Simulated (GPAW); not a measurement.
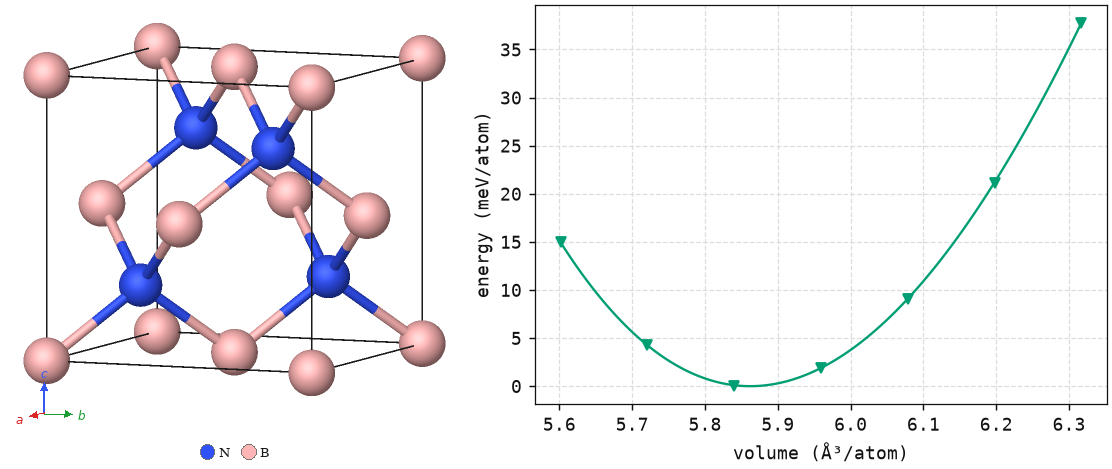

Plotted: energy against volume for BN, space group F-43m (No. 216). The conventional cell is drawn beside the plot.

Starting cell:
```
N B
1.0
     0.00000    1.81300    1.81300
     1.81300    0.00000    1.81300
     1.81300    1.81300    0.00000
N B
1 1
Direct
  0.25000 0.25000 0.25000
  0.00000 0.00000 0.00000
```

How it was computed, with GPAW 26.7.0: PAW DFT in plane waves, on a grid or in atomic orbitals, no spin polarisation; energies at scaled volumes of the given cell, shape and fractions fixed, counted from the fit's minimum, third-order Birch-Murnaghan fit. Level: PBEsol.

| setting | value |
| --- | --- |
| k mesh | 13×13×13 |
| occupations | Fermi–Dirac |
| smearing width | 0.05 eV |
| potentials | PAW data sets made by gpaw setup for the functional |
| wave cutoff | 800 eV |
| program settings | basis pw |

This calculation gives: equilibrium volume 5.86 Å³/atom and bulk modulus 386 GPa.

Now B is replaced by Al on all its sites, which gives AlN in the same structure. The second calculation uses k mesh 10×10×10. How do these quantities change?

The equilibrium volume rises from 5.86 to 10.56 Å³/atom (+80 %) and the bulk modulus falls from 386 to 200 GPa (−48 %).

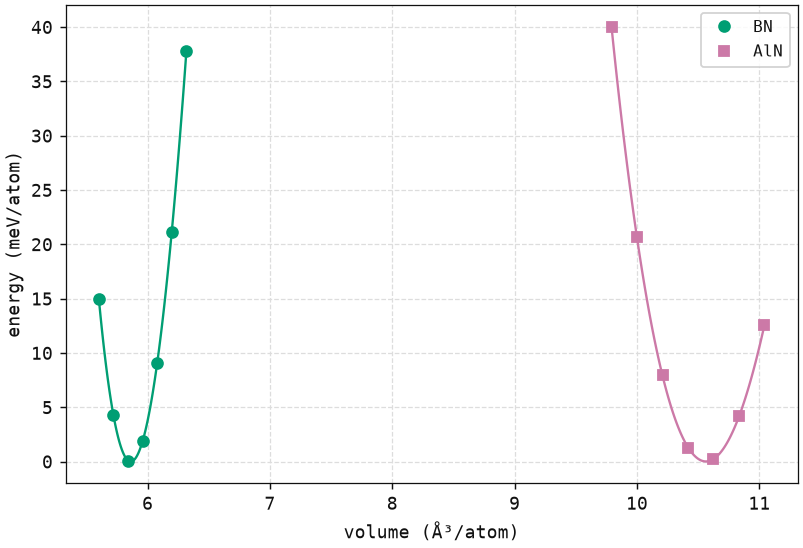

The two results together.

V0 and the bulk modulus come from third-order Birch–Murnaghan fits.
